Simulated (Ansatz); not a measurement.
## Run report: Zn7H12Se7, geometry relaxation (part 4 of 4)

Zn7H12Se7 (26 atoms in the cell); DFT PBE, scalar-relativistic, plane waves, PAW, no spin polarisation (Ansatz 0.2.0); cutoff 420 eV, 1×1×8 k-mesh, Gaussian smearing of 0.05 eV. The structure derives from an entry of the Crystallography Open Database. It belongs to a series of runs on one base structure; here: wire along [1 1 0], 14 atoms a period, capped with H.

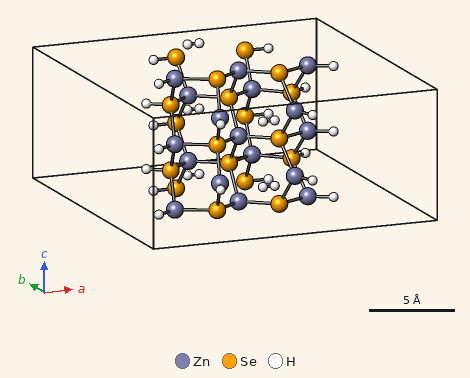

**Figure 1.** The geometry at step 13 of the log (ball-and-stick view of the 2 repeat of the cell, with the vacuum cut short, seen slightly off an axis).

## Trajectory as extended XYZ, continued
```
26
Lattice="19.6000 0.0000 0.0000 0.0000 18.2000 0.0000 0.0000 0.0000 4.1066" Properties=species:S:1:pos:R:3:forces:R:3 step=3 energy=-61707.19993 pressure_GPa=0.40
Zn    9.8000    8.3769    0.0000    0.0000   1.0408   0.0000
Se    9.8000    9.9530    2.0533    0.0000  -0.4659   0.0000
Zn    7.7576   11.2523    2.0533   -0.1118   0.8099   0.0000
Zn    7.8550    5.5233    2.0533   -1.8247   0.9636   0.0000
Se   11.7958   12.8139    0.0000    2.7140  -0.4848   0.0000
Se   11.7542    7.0722    0.0000   -0.0168  -0.6862   0.0000
Zn   11.8424   11.2523    2.0533    0.1118   0.8099   0.0000
Zn   11.7450    5.5233    2.0533    1.8247   0.9636   0.0000
Se    7.8042   12.8139    0.0000   -2.7140  -0.4848   0.0000
Se    7.8458    7.0722    0.0000    0.0168  -0.6862   0.0000
Zn    5.6312    8.1963    0.0000   -0.4286   0.0155   0.0000
Zn   13.9688    8.1963    0.0000    0.4286   0.0155   0.0000
Se    5.8409    9.7823    2.0533   -0.1803  -0.2037   0.0000
Se   13.7591    9.7823    2.0533    0.1803  -0.2037   0.0000
H     9.4023    4.7579    2.0533    0.3983  -0.4198   0.0000
H     6.6035    4.5588    2.0533    0.6010  -0.2180   0.0000
H    10.2784   13.6306    0.0000   -3.3876   0.9980   0.0000
H    13.1429   13.5720    0.0000   -0.0629  -0.7881   0.0000
H    10.1977    4.7579    2.0533   -0.3983  -0.4198   0.0000
H    12.9965    4.5588    2.0533   -0.6010  -0.2180   0.0000
H     9.3216   13.6306    0.0000    3.3876   0.9980   0.0000
H     6.4571   13.5720    0.0000    0.0629  -0.7881   0.0000
H     4.2751    7.4625    0.0000   -0.0248  -0.0652   0.0000
H    15.3249    7.4625    0.0000    0.0248  -0.0652   0.0000
H     4.6402   10.6747    2.0533    0.2838  -0.2086   0.0000
H    14.9598   10.6747    2.0533   -0.2838  -0.2086   0.0000
26
Lattice="19.6000 0.0000 0.0000 0.0000 18.2000 0.0000 0.0000 0.0000 4.0999" Properties=species:S:1:pos:R:3:forces:R:3 step=6 energy=-61710.47254 pressure_GPa=-0.00
Zn    9.8000    8.5191    0.0000    0.0000   0.7052   0.0000
Se    9.8000   10.0630    2.0500    0.0000  -0.2359   0.0000
Zn    7.7089   11.3712    2.0500   -0.0461   0.3228   0.0000
Zn    7.6056    5.6896    2.0500   -0.8175  -0.2781   0.0000
Se   12.0173   12.8226    0.0000    0.7753  -0.0086   0.0000
Se   11.7627    7.1431    0.0000    0.1990  -0.4551   0.0000
Zn   11.8911   11.3712    2.0500    0.0461   0.3228   0.0000
Zn   11.9944    5.6896    2.0500    0.8175  -0.2781   0.0000
Se    7.5827   12.8226    0.0000   -0.7753  -0.0086   0.0000
Se    7.8373    7.1431    0.0000   -0.1990  -0.4551   0.0000
Zn    5.5343    8.1608    0.0000    0.0537   0.1310   0.0000
Zn   14.0657    8.1608    0.0000   -0.0537   0.1310   0.0000
Se    5.8845    9.7299    2.0500   -0.3330  -0.2024   0.0000
Se   13.7155    9.7299    2.0500    0.3330  -0.2024   0.0000
H     9.3770    4.6469    2.0500    1.8260  -0.1281   0.0000
H     6.7629    4.3151    2.0500    0.5793   0.5688   0.0000
H    10.1418   14.1839    0.0000    2.8189   0.3561   0.0000
H    13.4781   13.1932    0.0000   -0.3604  -0.3757   0.0000
H    10.2230    4.6469    2.0500   -1.8260  -0.1281   0.0000
H    12.8371    4.3151    2.0500   -0.5793   0.5688   0.0000
H     9.4582   14.1839    0.0000   -2.8189   0.3561   0.0000
H     6.1219   13.1932    0.0000    0.3604  -0.3757   0.0000
H     4.2258    7.3691    0.0000   -0.1306  -0.0734   0.0000
H    15.3742    7.3691    0.0000    0.1306  -0.0734   0.0000
H     4.6352   10.5452    2.0500    0.2260  -0.0920   0.0000
H    14.9648   10.5452    2.0500   -0.2260  -0.0920   0.0000
26
Lattice="19.6000 0.0000 0.0000 0.0000 18.2000 0.0000 0.0000 0.0000 4.0656" Properties=species:S:1:pos:R:3:forces:R:3 step=8 energy=-61711.20204 pressure_GPa=0.08
Zn    9.8000    8.5832    0.0000    0.0000   0.4014   0.0000
Se    9.8000   10.0962    2.0328    0.0000  -0.1325   0.0000
Zn    7.6565   11.3562    2.0328    0.0371   0.0376   0.0000
Zn    7.4647    5.7507    2.0328   -0.1514   0.0571   0.0000
Se   12.1075   12.7976    0.0000    0.3972   0.0701   0.0000
Se   11.7745    7.1465    0.0000    0.0997  -0.2346   0.0000
Zn   11.9435   11.3562    2.0328   -0.0371   0.0376   0.0000
Zn   12.1353    5.7507    2.0328    0.1514   0.0571   0.0000
Se    7.4925   12.7976    0.0000   -0.3972   0.0701   0.0000
Se    7.8255    7.1465    0.0000   -0.0997  -0.2346   0.0000
Zn    5.4798    8.0565    0.0000    0.0357   0.1035   0.0000
Zn   14.1202    8.0565    0.0000   -0.0357   0.1035   0.0000
Se    5.8891    9.6090    2.0328   -0.1920   0.0915   0.0000
Se   13.7109    9.6090    2.0328    0.1920   0.0915   0.0000
H     9.4278    4.7273    2.0328   -0.4949  -0.1085   0.0000
H     6.8288    4.3519    2.0328    0.0439  -0.0406   0.0000
H    10.1760   14.5770    0.0000   -0.0151   0.1479   0.0000
H    13.5940   12.9883    0.0000   -0.3114  -0.1718   0.0000
H    10.1722    4.7273    2.0328    0.4949  -0.1085   0.0000
H    12.7712    4.3519    2.0328   -0.0439  -0.0406   0.0000
H     9.4240   14.5770    0.0000    0.0151   0.1479   0.0000
H     6.0060   12.9883    0.0000    0.3114  -0.1718   0.0000
H     4.1503    7.2845    0.0000   -0.0001  -0.0236   0.0000
H    15.4497    7.2845    0.0000    0.0001  -0.0236   0.0000
H     4.6840   10.4765    2.0328    0.0347  -0.0630   0.0000
H    14.9160   10.4765    2.0328   -0.0347  -0.0630   0.0000
26
Lattice="19.6000 0.0000 0.0000 0.0000 18.2000 0.0000 0.0000 0.0000 4.0114" Properties=species:S:1:pos:R:3:forces:R:3 step=11 energy=-61711.47241 pressure_GPa=0.04
Zn    9.8000    8.5792    0.0000    0.0000  -0.0276   0.0000
Se    9.8000   10.0678    2.0057    0.0000   0.0236   0.0000
Zn    7.6979   11.4018    2.0057    0.0413  -0.0199   0.0000
Zn    7.4057    5.6751    2.0057   -0.0288   0.0085   0.0000
Se   12.0803   12.8755    0.0000    0.0717  -0.0115   0.0000
Se   11.7883    7.0853    0.0000   -0.0066  -0.0106   0.0000
Zn   11.9021   11.4018    2.0057   -0.0413  -0.0199   0.0000
Zn   12.1943    5.6751    2.0057    0.0288   0.0085   0.0000
Se    7.5197   12.8755    0.0000   -0.0717  -0.0115   0.0000
Se    7.8117    7.0853    0.0000    0.0066  -0.0106   0.0000
Zn    5.5083    8.0993    0.0000    0.0004  -0.0018   0.0000
Zn   14.0917    8.0993    0.0000   -0.0004  -0.0018   0.0000
Se    5.8781    9.6832    2.0057    0.0135   0.0260   0.0000
Se   13.7219    9.6832    2.0057   -0.0135   0.0260   0.0000
H     9.4233    4.2351    2.0057   -0.1217  -0.0466   0.0000
H     6.8343    4.2484    2.0057    0.0168  -0.0032   0.0000
H    10.1759   15.1648    0.0000   -0.0190   0.0531   0.0000
H    13.5629   12.8445    0.0000   -0.0549  -0.0051   0.0000
H    10.1767    4.2351    2.0057    0.1217  -0.0466   0.0000
H    12.7657    4.2484    2.0057   -0.0168  -0.0032   0.0000
H     9.4241   15.1648    0.0000    0.0190   0.0531   0.0000
H     6.0371   12.8445    0.0000    0.0549  -0.0051   0.0000
H     4.1866    7.3067    0.0000   -0.0027   0.0153   0.0000
H    15.4134    7.3067    0.0000    0.0027   0.0153   0.0000
H     4.6555   10.5185    2.0057   -0.0034  -0.0021   0.0000
H    14.9445   10.5185    2.0057    0.0034  -0.0021   0.0000
26
Lattice="19.6000 0.0000 0.0000 0.0000 18.2000 0.0000 0.0000 0.0000 4.0069" Properties=species:S:1:pos:R:3:forces:R:3 step=13 energy=-61711.53054 pressure_GPa=0.03
Zn    9.8000    8.5319    0.0000    0.0000  -0.0066   0.0000
Se    9.8000   10.0262    2.0034    0.0000  -0.0136   0.0000
Zn    7.7507   11.4138    2.0034    0.0031   0.0004   0.0000
Zn    7.3970    5.6374    2.0034    0.0049   0.0262   0.0000
Se   12.0147   12.8972    0.0000   -0.0028  -0.0319   0.0000
Se   11.7929    7.0499    0.0000    0.0038  -0.0030   0.0000
Zn   11.8493   11.4138    2.0034   -0.0031   0.0004   0.0000
Zn   12.2030    5.6374    2.0034   -0.0049   0.0262   0.0000
Se    7.5853   12.8972    0.0000    0.0028  -0.0319   0.0000
Se    7.8071    7.0499    0.0000   -0.0038  -0.0030   0.0000
Zn    5.5292    8.1227    0.0000   -0.0006  -0.0019   0.0000
Zn   14.0708    8.1227    0.0000    0.0006  -0.0019   0.0000
Se    5.9179    9.7081    2.0034   -0.0021   0.0124   0.0000
Se   13.6821    9.7081    2.0034    0.0021   0.0124   0.0000
H     9.4228    3.8635    2.0034   -0.0370  -0.0208   0.0000
H     6.8444    4.2067    2.0034   -0.0046  -0.0342   0.0000
H    10.1761   15.5550    0.0000   -0.0432   0.0244   0.0000
H    13.4928   12.8311    0.0000    0.0075   0.0277   0.0000
H    10.1772    3.8635    2.0034    0.0370  -0.0208   0.0000
H    12.7556    4.2067    2.0034    0.0046  -0.0342   0.0000
H     9.4239   15.5550    0.0000    0.0432   0.0244   0.0000
H     6.1072   12.8311    0.0000   -0.0075   0.0277   0.0000
H     4.1875    7.3635    0.0000    0.0004   0.0117   0.0000
H    15.4125    7.3635    0.0000   -0.0004   0.0117   0.0000
H     4.6886   10.5337    2.0034    0.0017  -0.0012   0.0000
H    14.9114   10.5337    2.0034   -0.0017  -0.0012   0.0000
26
Lattice="19.6000 0.0000 0.0000 0.0000 18.2000 0.0000 0.0000 0.0000 4.0148" Properties=species:S:1:pos:R:3:forces:R:3 step=15 energy=-61711.55856 pressure_GPa=0.01
Zn    9.8000    8.4812    0.0000    0.0000   0.0290   0.0000
Se    9.8000    9.9780    2.0074    0.0000  -0.0576   0.0000
Zn    7.7825   11.4032    2.0074   -0.0031   0.0110   0.0000
Zn    7.3927    5.6040    2.0074    0.0053   0.0078   0.0000
Se   11.9218   12.8903    0.0000    0.0026  -0.0366   0.0000
Se   11.8093    7.0213    0.0000    0.0075  -0.0105   0.0000
Zn   11.8175   11.4032    2.0074    0.0031   0.0110   0.0000
Zn   12.2073    5.6040    2.0074   -0.0053   0.0078   0.0000
Se    7.6782   12.8903    0.0000   -0.0026  -0.0366   0.0000
Se    7.7907    7.0213    0.0000   -0.0075  -0.0105   0.0000
Zn    5.5301    8.1385    0.0000    0.0071  -0.0085   0.0000
Zn   14.0699    8.1385    0.0000   -0.0071  -0.0085   0.0000
Se    5.9360    9.7156    2.0074   -0.0054   0.0176   0.0000
Se   13.6640    9.7156    2.0074    0.0054   0.0176   0.0000
H     9.4232    3.5040    2.0074   -0.0227  -0.0078   0.0000
H     6.8661    4.1618    2.0074    0.0006  -0.0109   0.0000
H    10.1751   15.9482    0.0000    0.0135   0.0089   0.0000
H    13.4012   12.8929    0.0000    0.0096   0.0360   0.0000
H    10.1768    3.5040    2.0074    0.0227  -0.0078   0.0000
H    12.7339    4.1618    2.0074   -0.0006  -0.0109   0.0000
H     9.4249   15.9482    0.0000   -0.0135   0.0089   0.0000
H     6.1988   12.8929    0.0000   -0.0096   0.0360   0.0000
H     4.1687    7.4141    0.0000    0.0088   0.0028   0.0000
H    15.4313    7.4141    0.0000   -0.0088   0.0028   0.0000
H     4.7052   10.5384    2.0074    0.0013   0.0044   0.0000
H    14.8948   10.5384    2.0074   -0.0013   0.0044   0.0000
26
Lattice="19.6000 0.0000 0.0000 0.0000 18.2000 0.0000 0.0000 0.0000 4.0090" Properties=species:S:1:pos:R:3:forces:R:3 step=18 energy=-61711.57077 pressure_GPa=0.01 accepted=F
Zn    9.8000    8.4350    0.0000    0.0000   0.0221   0.0000
Se    9.8000    9.9248    2.0045    0.0000  -0.0623   0.0000
Zn    7.7944   11.3788    2.0045    0.0239   0.0180   0.0000
Zn    7.4295    5.5453    2.0045   -0.0271   0.0012   0.0000
Se   11.7594   12.8660    0.0000   -0.0964  -0.0297   0.0000
Se   11.8145    6.9798    0.0000    0.0135   0.0122   0.0000
Zn   11.8056   11.3788    2.0045   -0.0239   0.0180   0.0000
Zn   12.1705    5.5453    2.0045    0.0271   0.0012   0.0000
Se    7.8406   12.8660    0.0000    0.0964  -0.0297   0.0000
Se    7.7855    6.9798    0.0000   -0.0135   0.0122   0.0000
Zn    5.5454    8.1325    0.0000   -0.0159  -0.0052   0.0000
Zn   14.0546    8.1325    0.0000    0.0159  -0.0052   0.0000
Se    5.9311    9.7240    2.0045    0.0379   0.0102   0.0000
Se   13.6689    9.7240    2.0045   -0.0379   0.0102   0.0000
H     9.4234    3.0133    2.0045    0.0066  -0.0019   0.0000
H     6.9490    4.0858    2.0045    0.0150   0.0055   0.0000
H    10.1751   16.4682    0.0000    0.0056   0.0010   0.0000
H    13.2130   13.1057    0.0000    0.1431   0.0312   0.0000
H    10.1766    3.0133    2.0045   -0.0066  -0.0019   0.0000
H    12.6510    4.0858    2.0045   -0.0150   0.0055   0.0000
H     9.4249   16.4682    0.0000   -0.0056   0.0010   0.0000
H     6.3870   13.1057    0.0000   -0.1431   0.0312   0.0000
H     4.1727    7.4298    0.0000    0.0032  -0.0094   0.0000
H    15.4273    7.4298    0.0000   -0.0032  -0.0094   0.0000
H     4.7038   10.5524    2.0045    0.0066  -0.0129   0.0000
H    14.8962   10.5524    2.0045   -0.0066  -0.0129   0.0000
26
Lattice="19.6000 0.0000 0.0000 0.0000 18.2000 0.0000 0.0000 0.0000 4.0101" Properties=species:S:1:pos:R:3:forces:R:3 step=20 energy=-61711.57156 pressure_GPa=-0.00
Zn    9.8000    8.4359    0.0000    0.0000   0.0002   0.0000
Se    9.8000    9.9227    2.0051    0.0000   0.0003   0.0000
Zn    7.8007   11.3851    2.0051   -0.0006   0.0057   0.0000
Zn    7.4143    5.5551    2.0051   -0.0033  -0.0056   0.0000
Se   11.7895   12.8722    0.0000    0.0085   0.0015   0.0000
Se   11.8182    6.9853    0.0000   -0.0002   0.0010   0.0000
Zn   11.7993   11.3851    2.0051    0.0006   0.0057   0.0000
Zn   12.1857    5.5551    2.0051    0.0033  -0.0056   0.0000
Se    7.8105   12.8722    0.0000   -0.0085   0.0015   0.0000
Se    7.7818    6.9853    0.0000    0.0002   0.0010   0.0000
Zn    5.5406    8.1345    0.0000   -0.0024   0.0010   0.0000
Zn   14.0594    8.1345    0.0000    0.0024   0.0010   0.0000
Se    5.9438    9.7210    2.0051    0.0003   0.0003   0.0000
Se   13.6562    9.7210    2.0051   -0.0003   0.0003   0.0000
H     9.4237    3.0748    2.0051   -0.0115  -0.0023   0.0000
H     6.9367    4.0948    2.0051    0.0047   0.0051   0.0000
H    10.1753   16.4012    0.0000   -0.0087   0.0015   0.0000
H    13.2544   13.0865    0.0000   -0.0039  -0.0052   0.0000
H    10.1763    3.0748    2.0051    0.0115  -0.0023   0.0000
H    12.6633    4.0948    2.0051   -0.0047   0.0051   0.0000
H     9.4247   16.4012    0.0000    0.0087   0.0015   0.0000
H     6.3456   13.0865    0.0000    0.0039  -0.0052   0.0000
H     4.1720    7.4240    0.0000    0.0026  -0.0003   0.0000
H    15.4280    7.4240    0.0000   -0.0026  -0.0003   0.0000
H     4.7157   10.5478    2.0051    0.0001  -0.0029   0.0000
H    14.8843   10.5478    2.0051   -0.0001  -0.0029   0.0000
```

## Key numbers

```tsv
quantity	value
outcome	converged
electrons treated	208
free energy	−61711.5716 eV
Fermi energy	−1.723 eV
gap on the k-point mesh	2.69 eV
final volume	1430.49 Å³
largest force (length of the vector) at the end	0.012 eV/Å
hardware	4 threads of Arm Neoverse V2, 24 GiB of memory available, shared host
wall time	17 min (CPU time 66 min)
peak memory	3.4 GiB
```

Warnings of the run: the exchange-correlation potential is rough where the density is thin.
